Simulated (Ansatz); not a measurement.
# Run report: MoSe2, geometry relaxation (part 2 of 2)

MoSe2 (6 atoms in the cell); DFT PBE+D3(BJ), scalar-relativistic, plane waves, PAW, no spin polarisation (Ansatz 0.2.0); cutoff 420 eV, 9×9×2 k-mesh, Gaussian smearing of 0.1 eV. The structure was built on a prototype by a generator; it need not be a known phase.

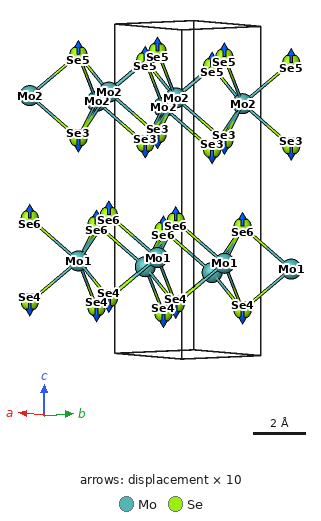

The starting structure with the displacements (without the part carried along by the change of the cell) as blue arrows, magnified 10 times (ball-and-stick view of the cell of the calculation, repeated 3 × 2 × 1, seen at an oblique angle). The largest moves relative to the cell, 0.058 Å, are those of Se3, Se4, Se5 and Se6. Mo stays in place. The volume changes by −1.9 %, with a = b 3.298 → 3.278 Å (−0.6 %), c 12.824 → 12.726 Å (−0.8 %). Among the contacts that change: Mo1–Se4 2.506 → 2.527 Å. The space group stays P6_3/mmc (No. 194). The energy falls by 10.8 meV per atom in 3 geometry steps. Largest force component: 0.71 eV/Å at the start, 0.0049 eV/Å at the end. Pressure: 2.11 GPa at the start and −0.06 GPa at the end. The line search rejected the trial step at point 1 (counted from 0) and went back. A last SCF at the same geometry on a re-selected plane-wave basis shifts the energy by +0.1 meV per atom. (Atoms are counted from 1 in the order of the input.)

```
basis re-selected at this cell: Δ(F+E_penalty+E_count) = +3.221e-4 eV, ΔP = +0.001 GPa vs the last step (what re-selecting the basis moved, of the pressure what is left beyond the Pulay correction that the steps carried, after the strain that the cell walked since its last selection, with what the two solves' SCF thresholds leave and, on support functions, any second-order correction that the steps lacked; it is no measure of the basis error at this ecutwfc). This SCF's stress stands 8.83e-2 GPa from its target on what of the cell is left free (relax.cell.stress_tol is 5.00e-1 GPa) and its largest allowed force component is 4.94e-3 eV/Å (relax.f_tol is 5.00e-2 eV/Å): within both
SCF converged after 4 iterations
Free energy (F): -31795.173516 eV
Harris-Foulkes:  -31795.173516 eV  (|F-HF|=2.82e-9)
Internal energy: -31795.173516 eV  (E = F + TS)
E sigma→0 (E₀):  -31795.173516 eV
Fermi energy:    13.258817 eV
--- Per-component energies (eV) ---
  E_band       = -1592.956451
  E_kinetic    = 1360.746762
  E_local      = -11452.507869  (includes V_loc(G=0)·N_el)
  E_nonlocal   = -2095.723734
  E_hartree    = 5431.075672
  E_xc         = -786.612251
  E_vxc        = -854.621568  (∫ρ·V_xc dr)
  E_paw        = -14048.314779  (= ΣΔE_a)
  E_vpaw       = 587.003096  (= ΣTr[D̂ρ^β])
  E_aug_tail   = -0.002278  (compensation charges beyond the density's cutoff)
  E_ewald      = -10200.959910
  E_disp       = -2.875129  (pairwise vdW)
  E_smearing   = -0.000000  (= −TS)
  E_closure    = 0.000000  (closes the sum)
  Σ components = -31795.173516   (vs F -31795.173516, Δ=0.00e0)
--- Forces (eV/Å), atoms counted from 1 ---
  atom   1  Mo    -0.00000000     0.00000000     0.00000000
  atom   2  Mo     0.00000000     0.00000000    -0.00000000
  atom   3  Se    -0.00000000     0.00000000     0.00493727
  atom   4  Se     0.00000000    -0.00000000     0.00493727
  atom   5  Se    -0.00000000     0.00000000    -0.00493727
  atom   6  Se     0.00000000    -0.00000000    -0.00493727
  max |Σ_I F_I| component: 5.20e-18 eV/Å
--- Stress (GPa, compression-positive) ---
       -0.088319       0.000000      -0.000000
        0.000000      -0.088319      -0.000000
       -0.000000      -0.000000      -0.013811
  P = ⅓ Tr σ = -0.0635 GPa (-0.635 kbar)
--- Band table (eV; the first three rows and the last of 24) ---
  k-point 0: bands = ["-48.3520", "-48.3520", "-34.9649", "-34.9649", "-34.9649", "-34.9649", "-34.9646", "-34.9646", "-34.9645", "-34.9645", "-34.9298", "-34.9298", "-34.9294", "-34.9294", "-34.9289", "-34.9289", "-34.9284", "-34.9284", "-34.9161", "-34.9157", "-34.9141", "-34.9137", "-22.5188", "-22.5187", "-22.3180", "-22.3180", "-22.3180", "-22.3180", "-2.0912", "-1.7179", "-1.1840", "-0.6346", "6.2465", "7.5622", "9.2866", "10.3243", "10.3243", "10.3453", "10.3453", "11.3028", "11.3028", "11.3650", "11.3650", "11.6602", "12.1684", "12.8490", "15.3073", "15.3073", "15.3961", "15.3961", "15.4480", "15.4480", "15.7035", "15.7035", "18.2064", "18.7116"]
  k-point 1: bands = ["-48.3520", "-48.3520", "-34.9649", "-34.9649", "-34.9649", "-34.9649", "-34.9646", "-34.9646", "-34.9646", "-34.9646", "-34.9296", "-34.9296", "-34.9296", "-34.9296", "-34.9286", "-34.9286", "-34.9286", "-34.9286", "-34.9159", "-34.9159", "-34.9139", "-34.9139", "-22.5187", "-22.5187", "-22.3180", "-22.3180", "-22.3180", "-22.3180", "-1.9505", "-1.9505", "-0.8661", "-0.8661", "6.7587", "6.7587", "10.3345", "10.3345", "10.3345", "10.3345", "10.4297", "10.4297", "11.3340", "11.3340", "11.3340", "11.3340", "12.6869", "12.6869", "15.3244", "15.3244", "15.3244", "15.3244", "15.6026", "15.6026", "15.6026", "15.6026", "18.4986", "18.4986"]
  k-point 2: bands = ["-48.3491", "-48.3491", "-34.9649", "-34.9648", "-34.9647", "-34.9646", "-34.9644", "-34.9643", "-34.9641", "-34.9640", "-34.9299", "-34.9299", "-34.9294", "-34.9294", "-34.9292", "-34.9290", "-34.9287", "-34.9285", "-34.9158", "-34.9155", "-34.9138", "-34.9134", "-22.5116", "-22.5115", "-22.3508", "-22.3508", "-22.3254", "-22.3254", "-1.9167", "-1.5484", "-1.0760", "-0.5501", "6.4578", "7.7682", "9.1023", "9.8765", "9.9265", "10.4881", "10.5239", "10.6692", "11.0228", "11.0987", "11.3233", "11.7007", "12.2786", "12.5333", "14.9214", "14.9667", "15.0754", "15.1581", "15.1711", "15.4794", "15.5056", "15.6830", "19.0811", "19.5221"]
  k-point 23: bands = ["-48.3239", "-48.3239", "-34.9628", "-34.9628", "-34.9620", "-34.9620", "-34.9618", "-34.9618", "-34.9617", "-34.9617", "-34.9313", "-34.9313", "-34.9306", "-34.9306", "-34.9298", "-34.9298", "-34.9292", "-34.9292", "-34.9136", "-34.9136", "-34.9113", "-34.9113", "-22.5256", "-22.5256", "-22.4914", "-22.4914", "-22.4497", "-22.4497", "0.2164", "0.2164", "0.2777", "0.2777", "7.2798", "7.2798", "7.7502", "7.7502", "8.3876", "8.3876", "8.6446", "8.6446", "9.7035", "9.7035", "10.2170", "10.2170", "12.4111", "12.4111", "14.0161", "14.0161", "14.9004", "14.9004", "15.5523", "15.5523", "16.7629", "16.7629", "19.1545", "19.1545"]
--- Relaxed structure (4 steps of the walk, 3 accepted, 1 SCFs on fresh bases) ---
  F+E_penalty+E_count = -31795.17351576 eV   max|allowed force component| = 4.937e-3 eV/Å   (the final SCF, on the basis selected at the relaxed cell)
  cell:  # Å, volume = 118.4365 Å³
    - [3.278212394197019, 1.3705109674168158e-33, -3.5333485878714784e-34]
    - [-1.6391061970985095, 2.839015212375625, 4.363012168197316e-34]
    - [-1.3740923938791812e-33, 1.1658965766247595e-33, 12.725675803828734]
  atoms:
    - { symbol: Mo, position: [0.33333333333333337, 0.6666666666666667, 0.25] }
    - { symbol: Mo, position: [0.6666666666666666, 0.33333333333333337, 0.7500000000000001] }
    - { symbol: Se, position: [0.33333333333333337, 0.6666666666666667, 0.6184687362308123] }
    - { symbol: Se, position: [0.6666666666666666, 0.33333333333333337, 0.11846873623081242] }
    - { symbol: Se, position: [0.33333333333333337, 0.6666666666666667, 0.8815312637691874] }
    - { symbol: Se, position: [0.6666666666666666, 0.33333333333333337, 0.38153126376918756] }
```

Trajectory as extended XYZ (Å, eV, eV/Å), 5 frames, from step=1 to step=5
```
6
Lattice="3.2977 0.0000 0.0000 -1.6488 2.8559 0.0000 0.0000 0.0000 12.8244" Properties=species:S:1:pos:R:3:forces:R:3 step=1 energy=-31795.10924 pressure_GPa=2.11
Mo    0.0000    1.9039    3.2061    0.0000   0.0000   0.0000
Mo    1.6488    0.9520    9.6183    0.0000   0.0000   0.0000
Se    0.0000    1.9039    7.9896    0.0000   0.0000  -0.7124
Se    1.6488    0.9520    1.5774    0.0000   0.0000  -0.7124
Se    0.0000    1.9039   11.2470    0.0000   0.0000   0.7124
Se    1.6488    0.9520    4.8348    0.0000   0.0000   0.7124
6
Lattice="3.1790 0.0000 0.0000 -1.5895 2.7531 0.0000 0.0000 0.0000 12.4495" Properties=species:S:1:pos:R:3:forces:R:3 step=2 energy=-31794.81982 pressure_GPa=1.21 accepted=F
Mo    0.0000    1.8354    3.1124    0.0000   0.0000   0.0000
Mo    1.5895    0.9177    9.3371    0.0000   0.0000   0.0000
Se    0.0000    1.8354    7.5682    0.0000   0.0000   1.1777
Se    1.5895    0.9177    1.3434    0.0000   0.0000   1.1777
Se    0.0000    1.8354   11.1060    0.0000   0.0000  -1.1777
Se    1.5895    0.9177    4.8813    0.0000   0.0000  -1.1777
6
Lattice="3.2785 0.0000 0.0000 -1.6392 2.8392 0.0000 0.0000 0.0000 12.8146" Properties=species:S:1:pos:R:3:forces:R:3 step=3 energy=-31795.17228 pressure_GPa=-0.53
Mo    0.0000    1.8928    3.2036    0.0000   0.0000   0.0000
Mo    1.6392    0.9464    9.6109    0.0000   0.0000   0.0000
Se    0.0000    1.8928    7.9327    0.0000   0.0000   0.0601
Se    1.6392    0.9464    1.5254    0.0000   0.0000   0.0601
Se    0.0000    1.8928   11.2892    0.0000   0.0000  -0.0601
Se    1.6392    0.9464    4.8819    0.0000   0.0000  -0.0601
6
Lattice="3.2782 0.0000 0.0000 -1.6391 2.8390 0.0000 0.0000 0.0000 12.7257" Properties=species:S:1:pos:R:3:forces:R:3 step=4 energy=-31795.17384 pressure_GPa=-0.06
Mo    0.0000    1.8927    3.1814    0.0000   0.0000   0.0000
Mo    1.6391    0.9463    9.5443    0.0000   0.0000   0.0000
Se    0.0000    1.8927    7.8704    0.0000   0.0000   0.0049
Se    1.6391    0.9463    1.5076    0.0000   0.0000   0.0049
Se    0.0000    1.8927   11.2181    0.0000   0.0000  -0.0049
Se    1.6391    0.9463    4.8552    0.0000   0.0000  -0.0049
6
Lattice="3.2782 0.0000 0.0000 -1.6391 2.8390 0.0000 0.0000 0.0000 12.7257" Properties=species:S:1:pos:R:3:forces:R:3 step=5 energy=-31795.17352 pressure_GPa=-0.06
Mo    0.0000    1.8927    3.1814    0.0000   0.0000   0.0000
Mo    1.6391    0.9463    9.5443    0.0000   0.0000   0.0000
Se    0.0000    1.8927    7.8704    0.0000   0.0000   0.0049
Se    1.6391    0.9463    1.5076    0.0000   0.0000   0.0049
Se    0.0000    1.8927   11.2181    0.0000   0.0000  -0.0049
Se    1.6391    0.9463    4.8552    0.0000   0.0000  -0.0049
```

The run was set up as follows.

Input file
```yaml
crystal:
  lattice:
    - [3.29767582, 0.0, 0.0]
    - [-1.64883791, 2.85587103, 0.0]
    - [0.0, 0.0, 12.82441046]
  atoms:
    - { symbol: Mo, position: [0.33333333, 0.66666667, 0.25] }
    - { symbol: Mo, position: [0.66666667, 0.33333333, 0.75] }
    - { symbol: Se, position: [0.33333333, 0.66666667, 0.623] }
    - { symbol: Se, position: [0.66666667, 0.33333333, 0.123] }
    - { symbol: Se, position: [0.33333333, 0.66666667, 0.877] }
    - { symbol: Se, position: [0.66666667, 0.33333333, 0.377] }
basis:
  ecutwfc: 420
kpoints:
  mp_grid: { grid: [9, 9, 2] }
hamiltonian:
  xc: pbe
  dispersion: d3bj
scf:
  occupations: { method: gaussian, width: 0.1 }
output:
  forces: true
  stress: true
  eigenvalues: true
relax:
  adjacent_minimum: "off"
  f_tol: 0.05
  max_steps: 80
  cell: { stress_tol: 0.5 }
```

Launch command:
```bash
ansatz run input.yaml --threads 2 --pin off --max-ram 5120MiB --backend cpu --events-out ev --progress --plain --runs-dir out
```

Results in brief

- outcome: converged
- space group (tolerance 0.01 Å): P6₃/mmc (194)
- electrons treated: 92
- free energy: −31795.1735 eV
- Fermi energy: 13.259 eV
- gap on the k-point mesh: 0.85 eV
- pressure: −0.06 GPa
- final volume: 118.44 Å³
- largest force (length of the vector) at the end: 0.005 eV/Å
- final cell: a = 3.278 Å, b = 3.278 Å, c = 12.726 Å, α = 90.00°, β = 90.00°, γ = 120.00°
- hardware: 2 threads of Intel Xeon (Granite Rapids), 64 GiB of memory available, shared host
- wall time: 15 s (CPU time 28 s)
- peak memory: 0.52 GiB
